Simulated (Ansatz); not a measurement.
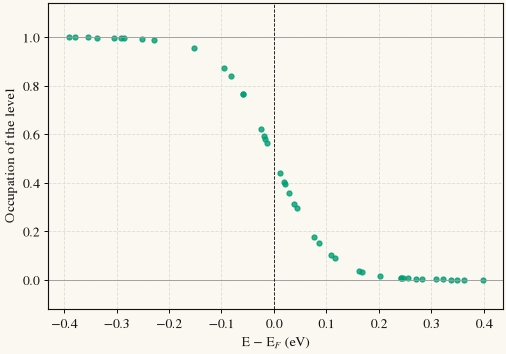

Occupations of the one-electron levels of the k mesh against their energy, from a run on Sb, space group I4/mmm (No. 139), 1 atom in the cell, with Ansatz.

Question: Which smearing scheme was used (Fermi-Dirac, Gaussian, Methfessel-Paxton or cold), and about what width?

Answer: Fermi-Dirac smearing with a width of 0.05 eV. The occupations stay between 0 and 1 and have long exponential tails; the slope at the Fermi level is 1/(4 × width).
